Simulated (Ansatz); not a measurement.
## Geometry relaxation, with input and output: C (part 2 of 3)

C (P6₃mc, 12 atoms in the cell); DFT PBE, scalar-relativistic, plane waves, PAW, PAW set soft_1, no spin polarisation (Ansatz 0.2.0); cutoff 520 eV, 18×18×2 k-mesh, Gaussian smearing of 0.1 eV. The structure derives from a Materials Project entry.

Geometry of the input (Å; fractional positions):
```
2.4562  0.0000  0.0000
-1.2281  2.1272  0.0000
0.0000  0.0000  29.4919
C  0.6667  0.3333  0.9984
C  0.6667  0.3333  0.4984
C  0.6667  0.3333  0.7328
C  0.6667  0.3333  0.2328
C  0.0000  0.0000  0.6158
C  0.3333  0.6667  0.2328
C  0.0000  0.0000  0.1158
C  0.6667  0.3333  0.6158
C  0.3333  0.6667  0.7328
C  0.3333  0.6667  0.1158
C  0.3333  0.6667  0.4984
C  0.3333  0.6667  0.9984
```

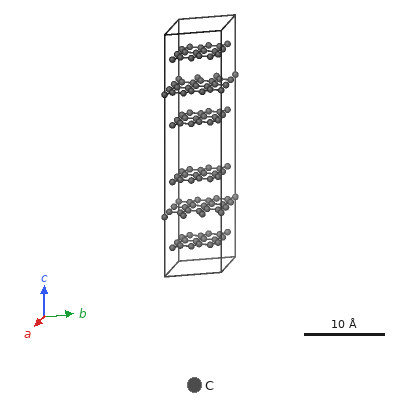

Figure 1. The geometry at step 7 of the log (ball-and-stick view of the 3 × 3 repeat of the cell, with the vacuum cut short, seen slightly off an axis).

Log, continued
```
SCF iter   1: F=—  HF=-3011.461260 eV  |F-HF|=—  |Δ(HF+E_count)|=         —  Δρ=1.66e-2  dr2=4.40e-1  ethr=9.12e-4  ⟨swp⟩=1.5  Hψ=13532  notcnv=0  defer=5
preconditioner: auto → LDOS  [metal: Δε(μ)=0.008 eV  Ē_g=15.095 eV  σ=0.100 eV  W_gap=0.04  n_scr=22 (ndim 8)  ℏωp=19.9 eV  f_vac=0.365  D(μ)=0.65/eV (n_scr^D=8)  β→1.0]
SCF iter   2: F=—  HF=-3011.486788 eV  |F-HF|=—  |Δ(HF+E_count)|=   2.55e-2  Δρ=9.68e-3  dr2=5.44e-1  ethr=9.12e-4  ⟨swp⟩=3.9  Hψ=7361  notcnv=0  defer=177
SCF iter   3: F=—  HF=-3011.333533 eV  |F-HF|=—  |Δ(HF+E_count)|=   1.53e-1  Δρ=1.32e-3  dr2=8.44e-3  ethr=9.12e-4  ⟨swp⟩=2.8  Hψ=4572  notcnv=0  defer=276
SCF iter   4: F=—  HF=-3011.332576 eV  |F-HF|=—  |Δ(HF+E_count)|=   9.58e-4  Δρ=4.65e-4  dr2=2.58e-4  ethr=1.76e-5  ⟨swp⟩=2.1  Hψ=3359  notcnv=0  defer=276
SCF iter   5: F=—  HF=-3011.332558 eV  |F-HF|=—  |Δ(HF+E_count)|=   1.76e-5  Δρ=2.19e-4  dr2=6.71e-5  ethr=5.38e-7  ⟨swp⟩=2.0  Hψ=4476  notcnv=0  defer=285
SCF iter   6: F=—  HF=-3011.332548 eV  |F-HF|=—  |Δ(HF+E_count)|=   9.83e-6  Δρ=4.17e-5  dr2=1.31e-6  ethr=1.40e-7  ⟨swp⟩=2.0  Hψ=3936  notcnv=0  defer=285
SCF iter   7: F=—  HF=-3011.332507 eV  |F-HF|=—  |Δ(HF+E_count)|=   4.17e-5  Δρ=8.04e-6  dr2=6.32e-8  ethr=2.72e-9  ⟨swp⟩=2.5  Hψ=4155  notcnv=0  defer=285
iter 8 did not close the SCF: its close was put off until two iterations running show no level that it waits for move by more than its bar (scf_convergence_deferred on its scf_iter line)
SCF iter   8: F=-3011.332507 eV  HF=-3011.332507 eV  |F-HF|=4.17e-9  |Δ(HF+E_count)|=   2.87e-8  Δρ=2.30e-6  dr2=7.66e-9  ethr=1.13e-10  ⟨swp⟩=24.8  Hψ=22871  notcnv=0
iter 9 did not close the SCF: its close was put off until two iterations running show no level that it waits for move by more than its bar (scf_convergence_deferred on its scf_iter line)
SCF iter   9: F=-3011.332507 eV  HF=-3011.332507 eV  |F-HF|=3.41e-11  |Δ(HF+E_count)|=  3.97e-10  Δρ=4.07e-7  dr2=1.64e-10  ethr=1.60e-11  ⟨swp⟩=8.2  Hψ=15729  notcnv=0
SCF iter  10: F=-3011.332507 eV  HF=-3011.332507 eV  |F-HF|=7.28e-12  |Δ(HF+E_count)|=  1.00e-10  Δρ=6.68e-8  dr2=2.98e-12  ethr=1.00e-12  ⟨swp⟩=4.7  Hψ=11875  notcnv=0
SCF 5 converged in 10 iterations: F = -3011.332507 eV  dr2 = 2.98e-12
relax step   5: F+E_penalty+E_count = -3011.33250657 eV  Δ(F+E_penalty+E_count) = -1.519e-3 eV  max|allowed force component| = 3.121e-3 eV/Å  Δτ_max = 0.0702 Å  P = -0.013 GPa  Ω = 167.357 Å³  energy of the carried Pulay correction = -4.193e-4 eV  (10 SCF iters, accepted)
Crystal: 12 atoms, lattice volume = 168.141 Å³
Basis set: ecut = 520 eV, 4541 PW (Γ), exchange–correlation on 40×40×450 points (8 copies of the dense FFT grid, shifted against one another)
iter 1 solved again at ethr=3.42e-4 eV; its pass at ethr=3.10e-3 eV (dr2=1.64e-1 eV) is discarded
SCF iter   1: F=—  HF=-3011.381152 eV  |F-HF|=—  |Δ(HF+E_count)|=         —  Δρ=1.02e-2  dr2=1.65e-1  ethr=3.42e-4  ⟨swp⟩=1.5  Hψ=12974  notcnv=0  defer=6
preconditioner: auto → LDOS  [metal: Δε(μ)=0.003 eV  Ē_g=15.092 eV  σ=0.100 eV  W_gap=0.02  n_scr=22 (ndim 8)  ℏωp=19.8 eV  f_vac=0.367  D(μ)=0.68/eV (n_scr^D=8)  β→1.0]
SCF iter   2: F=—  HF=-3011.390274 eV  |F-HF|=—  |Δ(HF+E_count)|=   9.12e-3  Δρ=5.91e-3  dr2=2.06e-1  ethr=3.42e-4  ⟨swp⟩=3.4  Hψ=6599  notcnv=0  defer=94
SCF iter   3: F=—  HF=-3011.332878 eV  |F-HF|=—  |Δ(HF+E_count)|=   5.74e-2  Δρ=7.79e-4  dr2=1.09e-3  ethr=3.42e-4  ⟨swp⟩=2.4  Hψ=4464  notcnv=0  defer=119
SCF iter   4: F=—  HF=-3011.332846 eV  |F-HF|=—  |Δ(HF+E_count)|=   3.13e-5  Δρ=2.08e-4  dr2=4.82e-5  ethr=2.27e-6  ⟨swp⟩=2.2  Hψ=4147  notcnv=0  defer=120
SCF iter   5: F=—  HF=-3011.332852 eV  |F-HF|=—  |Δ(HF+E_count)|=   6.07e-6  Δρ=1.17e-4  dr2=1.98e-5  ethr=1.00e-7  ⟨swp⟩=2.0  Hψ=4173  notcnv=0  defer=120
SCF iter   6: F=—  HF=-3011.332848 eV  |F-HF|=—  |Δ(HF+E_count)|=   4.70e-6  Δρ=9.50e-6  dr2=7.21e-8  ethr=4.12e-8  ⟨swp⟩=2.0  Hψ=3940  notcnv=0  defer=120
SCF iter   7: F=—  HF=-3011.332802 eV  |F-HF|=—  |Δ(HF+E_count)|=   4.61e-5  Δρ=2.49e-6  dr2=7.94e-9  ethr=1.50e-10  ⟨swp⟩=2.4  Hψ=4468  notcnv=0  defer=138
SCF iter   8: F=—  HF=-3011.332802 eV  |F-HF|=—  |Δ(HF+E_count)|=  1.22e-10  Δρ=7.27e-7  dr2=6.15e-10  ethr=1.65e-11  ⟨swp⟩=2.6  Hψ=4101  notcnv=0  defer=138
SCF iter   9: F=-3011.332802 eV  HF=-3011.332802 eV  |F-HF|=1.18e-11  |Δ(HF+E_count)|=  2.64e-11  Δρ=1.36e-7  dr2=1.24e-11  ethr=1.00e-12  ⟨swp⟩=16.8  Hψ=17679  notcnv=0
SCF 6 converged in 9 iterations: F = -3011.332802 eV  dr2 = 1.24e-11
relax step   6: F+E_penalty+E_count = -3011.33280151 eV  Δ(F+E_penalty+E_count) = -2.949e-4 eV  max|allowed force component| = 1.713e-3 eV/Å  Δτ_max = 0.0429 Å  P = +0.006 GPa  Ω = 168.141 Å³  energy of the carried Pulay correction = -4.430e-4 eV  (9 SCF iters, accepted)
Crystal: 12 atoms, lattice volume = 168.349 Å³
iter 1 solved again at ethr=8.57e-5 eV; its pass at ethr=3.10e-3 eV (dr2=4.12e-2 eV) is discarded
SCF iter   1: F=—  HF=-3011.345775 eV  |F-HF|=—  |Δ(HF+E_count)|=         —  Δρ=5.22e-3  dr2=4.25e-2  ethr=8.57e-5  ⟨swp⟩=1.7  Hψ=10658  notcnv=0
preconditioner: auto → LDOS  [metal: Δε(μ)=0.000 eV  Ē_g=15.094 eV  σ=0.100 eV  W_gap=0.00  n_scr=22 (ndim 8)  ℏωp=19.8 eV  f_vac=0.366  D(μ)=0.69/eV (n_scr^D=8)  β→1.0]
SCF iter   2: F=—  HF=-3011.347184 eV  |F-HF|=—  |Δ(HF+E_count)|=   1.41e-3  Δρ=2.95e-3  dr2=5.26e-2  ethr=8.57e-5  ⟨swp⟩=2.6  Hψ=5727  notcnv=0  defer=40
SCF iter   3: F=—  HF=-3011.332912 eV  |F-HF|=—  |Δ(HF+E_count)|=   1.43e-2  Δρ=4.19e-4  dr2=2.60e-4  ethr=8.57e-5  ⟨swp⟩=2.1  Hψ=4149  notcnv=0  defer=44
SCF iter   4: F=—  HF=-3011.332898 eV  |F-HF|=—  |Δ(HF+E_count)|=   1.37e-5  Δρ=8.96e-5  dr2=8.15e-6  ethr=5.41e-7  ⟨swp⟩=2.1  Hψ=4235  notcnv=0  defer=44
SCF iter   5: F=—  HF=-3011.332906 eV  |F-HF|=—  |Δ(HF+E_count)|=   7.98e-6  Δρ=4.67e-5  dr2=3.12e-6  ethr=1.70e-8  ⟨swp⟩=2.0  Hψ=4332  notcnv=0  defer=44
SCF iter   6: F=—  HF=-3011.332861 eV  |F-HF|=—  |Δ(HF+E_count)|=   4.49e-5  Δρ=3.49e-6  dr2=1.00e-8  ethr=6.50e-9  ⟨swp⟩=2.1  Hψ=4093  notcnv=0  defer=45
SCF iter   7: F=—  HF=-3011.332861 eV  |F-HF|=—  |Δ(HF+E_count)|=   8.03e-9  Δρ=7.52e-7  dr2=7.83e-10  ethr=2.09e-11  ⟨swp⟩=2.1  Hψ=4279  notcnv=0  defer=45
SCF iter   8: F=-3011.332861 eV  HF=-3011.332861 eV  |F-HF|=2.91e-11  |Δ(HF+E_count)|=  2.31e-10  Δρ=2.41e-7  dr2=8.70e-11  ethr=1.00e-12  ⟨swp⟩=12.9  Hψ=16374  notcnv=0
SCF 7 converged in 8 iterations: F = -3011.332861 eV  dr2 = 8.70e-11
relax step   7: F+E_penalty+E_count = -3011.33286143 eV  Δ(F+E_penalty+E_count) = -5.992e-5 eV  max|allowed force component| = 9.866e-4 eV/Å  Δτ_max = 0.0222 Å  P = +0.005 GPa  Ω = 168.349 Å³  energy of the carried Pulay correction = -4.493e-4 eV  (8 SCF iters, accepted)
Crystal: 12 atoms, lattice volume = 168.312 Å³
iter 1 solved again at ethr=8.68e-5 eV; its pass at ethr=3.10e-3 eV (dr2=4.17e-2 eV) is discarded
SCF iter   1: F=—  HF=-3011.346072 eV  |F-HF|=—  |Δ(HF+E_count)|=         —  Δρ=5.27e-3  dr2=4.32e-2  ethr=8.68e-5  ⟨swp⟩=1.7  Hψ=10652  notcnv=0
preconditioner: auto → LDOS  [metal: Δε(μ)=0.000 eV  Ē_g=15.094 eV  σ=0.100 eV  W_gap=0.00  n_scr=22 (ndim 8)  ℏωp=19.8 eV  f_vac=0.367  D(μ)=0.69/eV (n_scr^D=8)  β→1.0]
SCF iter   2: F=—  HF=-3011.347420 eV  |F-HF|=—  |Δ(HF+E_count)|=   1.35e-3  Δρ=2.97e-3  dr2=5.32e-2  ethr=8.68e-5  ⟨swp⟩=2.6  Hψ=5748  notcnv=0  defer=40
SCF iter   3: F=—  HF=-3011.332973 eV  |F-HF|=—  |Δ(HF+E_count)|=   1.44e-2  Δρ=4.22e-4  dr2=2.61e-4  ethr=8.68e-5  ⟨swp⟩=2.1  Hψ=4168  notcnv=0  defer=42
SCF iter   4: F=—  HF=-3011.332958 eV  |F-HF|=—  |Δ(HF+E_count)|=   1.49e-5  Δρ=8.60e-5  dr2=7.39e-6  ethr=5.44e-7  ⟨swp⟩=2.1  Hψ=4224  notcnv=0  defer=42
SCF iter   5: F=—  HF=-3011.332967 eV  |F-HF|=—  |Δ(HF+E_count)|=   8.69e-6  Δρ=4.57e-5  dr2=3.09e-6  ethr=1.54e-8  ⟨swp⟩=2.0  Hψ=4336  notcnv=0  defer=42
SCF iter   6: F=—  HF=-3011.332923 eV  |F-HF|=—  |Δ(HF+E_count)|=   4.43e-5  Δρ=3.18e-6  dr2=7.89e-9  ethr=6.44e-9  ⟨swp⟩=2.0  Hψ=4090  notcnv=0  defer=43
SCF iter   7: F=—  HF=-3011.332923 eV  |F-HF|=—  |Δ(HF+E_count)|=   4.81e-9  Δρ=8.43e-7  dr2=2.14e-9  ethr=1.64e-11  ⟨swp⟩=2.2  Hψ=4465  notcnv=0  defer=43
SCF iter   8: F=-3011.332923 eV  HF=-3011.332923 eV  |F-HF|=1.14e-11  |Δ(HF+E_count)|=  3.49e-10  Δρ=3.31e-7  dr2=1.18e-10  ethr=1.00e-12  ⟨swp⟩=12.7  Hψ=17202  notcnv=0
SCF 8 converged in 8 iterations: F = -3011.332923 eV  dr2 = 1.18e-10
relax step   8: F+E_penalty+E_count = -3011.33292274 eV  Δ(F+E_penalty+E_count) = -6.130e-5 eV  max|allowed force component| = 3.495e-4 eV/Å  Δτ_max = 0.0226 Å  P = +0.003 GPa  Ω = 168.312 Å³  energy of the carried Pulay correction = -4.482e-4 eV  (8 SCF iters, accepted)
Basis set: ecut = 520 eV, 4541 PW (Γ), exchange–correlation on 40×40×480 points (8 copies of the dense FFT grid, shifted against one another)
Initial wavefunctions: pseudopotential atomic-orbital guess (no wavefunctions were taken with the density)
iter 1 solved again at ethr=1.09e-7 eV; its pass at ethr=3.10e-3 eV (dr2=5.23e-5 eV) is discarded
SCF iter   1: F=—  HF=-3011.333844 eV  |F-HF|=—  |Δ(HF+E_count)|=         —  Δρ=5.86e-5  dr2=5.72e-7  ethr=1.09e-7  ⟨swp⟩=4.8  Hψ=26400  notcnv=0  defer=5
preconditioner: auto → LDOS  [metal: Δε(μ)=0.000 eV  Ē_g=15.096 eV  σ=0.100 eV  W_gap=0.00  n_scr=22 (ndim 8)  ℏωp=19.8 eV  f_vac=0.365  D(μ)=0.69/eV (n_scr^D=8)  β→1.0]
SCF iter   2: F=—  HF=-3011.333901 eV  |F-HF|=—  |Δ(HF+E_count)|=   5.68e-5  Δρ=3.59e-6  dr2=1.04e-8  ethr=1.19e-9  ⟨swp⟩=2.6  Hψ=4728  notcnv=0  defer=4
SCF iter   3: F=—  HF=-3011.333901 eV  |F-HF|=—  |Δ(HF+E_count)|=   2.77e-8  Δρ=8.56e-7  dr2=2.76e-9  ethr=2.16e-11  ⟨swp⟩=2.1  Hψ=4445  notcnv=0  defer=4
SCF iter   4: F=—  HF=-3011.333901 eV  |F-HF|=—  |Δ(HF+E_count)|=  7.45e-10  Δρ=2.80e-7  dr2=4.46e-10  ethr=5.76e-12  ⟨swp⟩=2.4  Hψ=4148  notcnv=0  defer=4
SCF iter   5: F=-3011.333901 eV  HF=-3011.333901 eV  |F-HF|=3.50e-11  |Δ(HF+E_count)|=  4.55e-13  Δρ=5.08e-8  dr2=2.93e-12  ethr=1.00e-12  ⟨swp⟩=28.4  Hψ=20139  notcnv=0
the search or the solves at the SCF's close seem to have found levels that the self-consistency loop had missed (the run counts 1). By its estimate they hold under 1e-12 electrons; where the run keeps them, the occupations were computed again with them
SCF 9 converged in 5 iterations: F = -3011.333901 eV  dr2 = 2.93e-12
relax step   9: F+E_penalty+E_count = -3011.33390053 eV  Δ(F+E_penalty+E_count) = -9.778e-4 eV  max|allowed force component| = 3.622e-4 eV/Å  Δτ_max = 0.0000 Å  P = +0.015 GPa  Ω = 168.312 Å³  stress off target by 1.92e-2 GPa  SCF on the basis re-selected at this cell (its energy is not comparable with the rows above)  (5 SCF iters)
```

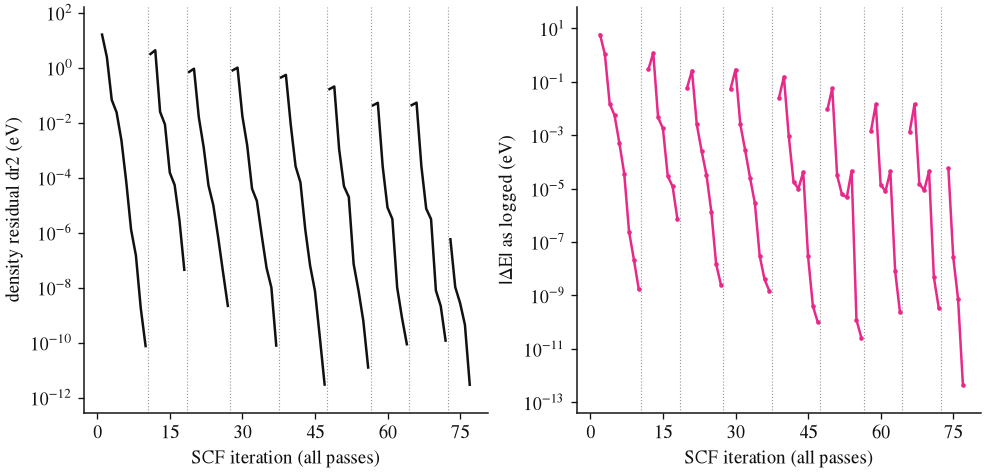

Figure 2. Convergence of the self-consistent field: density residual dr2 and size of the energy change against the SCF iteration. The dotted lines part the SCF passes of the relaxation: geometry steps, rejected trials and re-solves on a re-selected basis. The 9 passes take 5 to 10 iterations each, 77 in all.

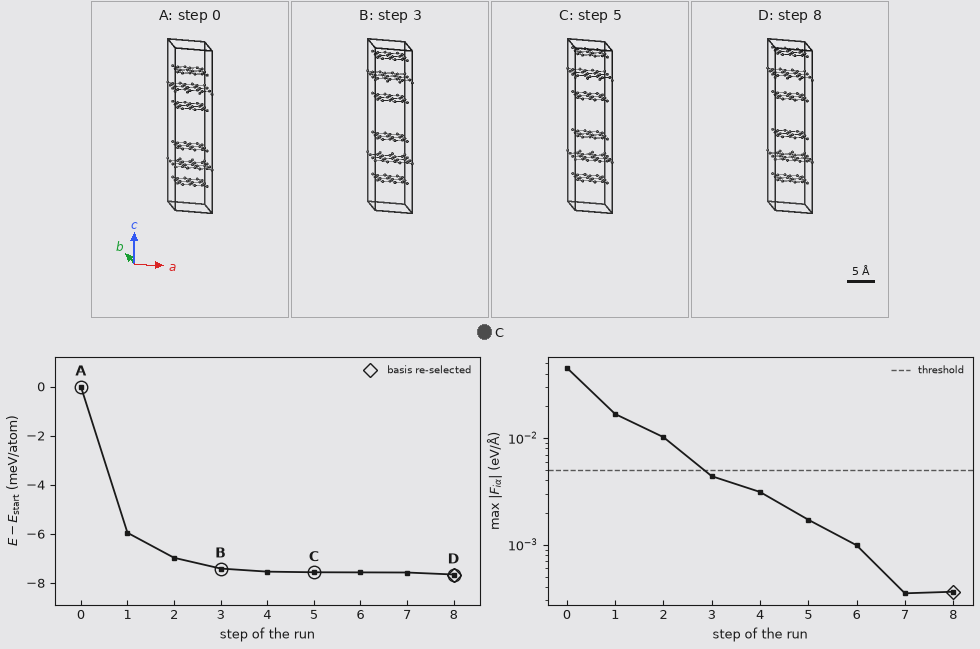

Figure 3. Frames of the relaxation (ball-and-stick view of the 3 × 3 repeat of the cell, with the vacuum cut short, seen slightly off an axis) above the curves, on which the letters mark them (the first geometry is step 0 here and step 1 in the log).

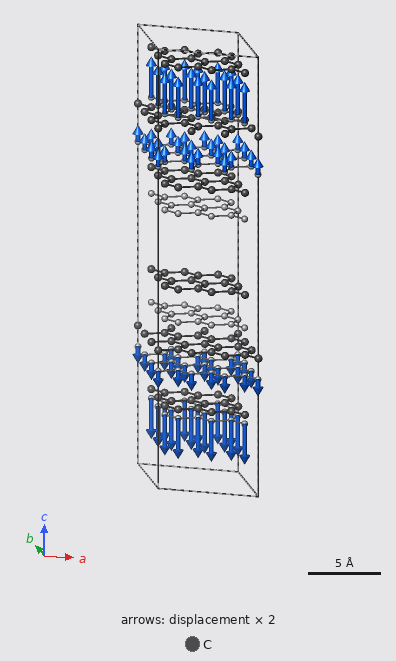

Figure 4. Start (faint) and end (solid) with the displacements (without the part carried along by the change of the cell) as blue arrows, magnified 2 times (ball-and-stick view of the 3 × 3 repeat of the cell, with the vacuum cut short, seen slightly off an axis). The largest moves relative to the cell, 1.48 Å, are those of C4 and C6. In the plane the drawn cell goes a 7.369 → 7.399 Å (+0.4 %), b 7.369 → 7.399 Å (+0.4 %). Among the contacts that change: C1–C12 1.418 → 1.424 Å. The space group (tolerance 0.01 Å) goes from P3m1 (No. 156) to P-3m1 (No. 164). Over 7 geometry steps the energy falls by 7.6 meV per atom. The largest force component goes from 0.046 to 0.00036 eV/Å. A last SCF at the same geometry on a re-selected plane-wave basis shifts the energy by −0.1 meV per atom. (Atoms are counted from 1 in the order of the input.)
